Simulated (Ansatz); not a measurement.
**SnO (slab): density, localisation and related maps**

```
CELL_PARAMETERS angstrom
3.80803 0.00000 0.00000
0.00000 4.93413 0.00000
0.00000 0.00000 26.42408
ATOMIC_POSITIONS crystal
Sn 0.00000 0.23247 0.28383
O 0.50000 0.00000 0.28383
Sn 0.50000 0.76753 0.35589
O 0.00000 0.00000 0.35589
Sn 0.00000 0.23247 0.42794
O 0.50000 0.00000 0.42794
Sn 0.50000 0.76753 0.50000
O 0.00000 0.00000 0.50000
Sn 0.00000 0.23247 0.57206
O 0.50000 0.00000 0.57206
Sn 0.50000 0.76753 0.64411
O 0.00000 0.00000 0.64411
Sn 0.00000 0.23247 0.71617
O 0.50000 0.00000 0.71617
```

Not relaxed (largest force 1.2 eV/Å).

The calculation used Ansatz 0.2.0, DFT r2SCAN, scalar-relativistic, plane waves, PAW.

In a PAW calculation such maps are meaningful between the atoms, not at the nuclei.

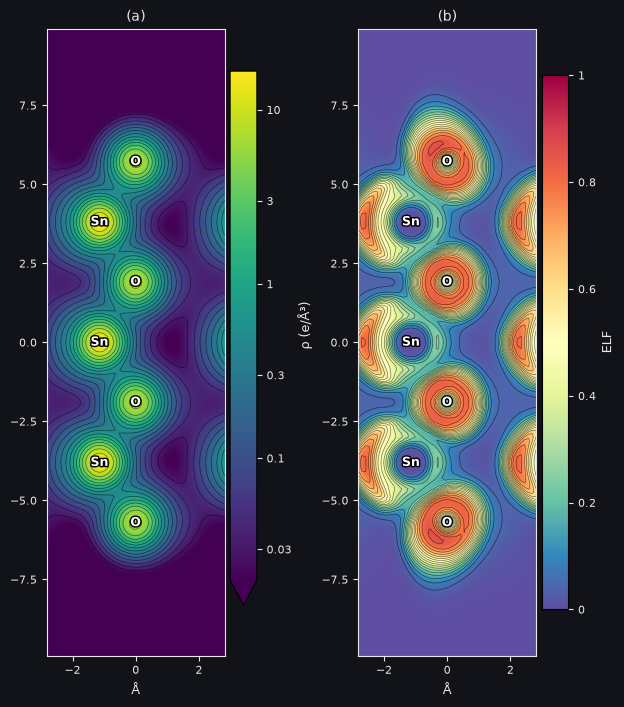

Figure 1. (a) valence electron density; (b) ELF on the (100) plane of the calculation cell, a cut from vacuum to vacuum.

### Read the bonding off the picture.

The plane passes through O and Sn nuclei. Sn–O (2.22 Å): ρ at the midpoint is about 0.48 e/Å³; the ELF peaks at about 0.85 in the valence shell of O, 0.6 Å from its nucleus, and is about 0.20 at the midpoint (no localised pair shows between them). The density dies away to nearly zero in the vacuum. The ELF also peaks beside O, away from the bonds: lone-pair regions.

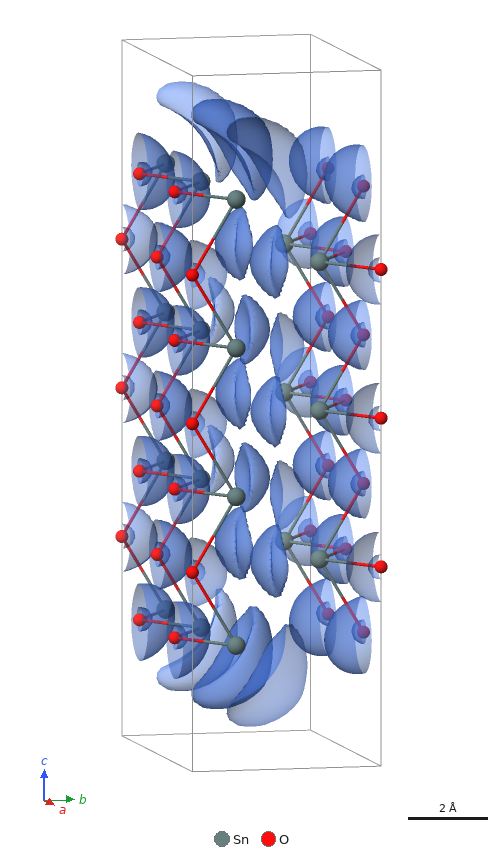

Figure 2. Isosurface of the ELF at 0.65 (blue), seen slightly off an axis. Only the valence region is drawn (cores and ρ < 0.01 e/Å³ removed). Sticks mark near contacts.

### Identify the bonds, lone pairs and shells in this picture.

The surface consists of seven lobes on Sn, pointing away from the bonds (lone pairs) and seven regions wrapped around O (the valence shell of each), counted in one cell of 14 atoms. Counts are for one cell; the picture repeats the cell along the surface.

### Metal or insulator at this level of theory?

It is gapped, with a Kohn–Sham gap of 0.59 eV on the k-point mesh (the band edges may lie off the mesh, which would make the gap smaller).
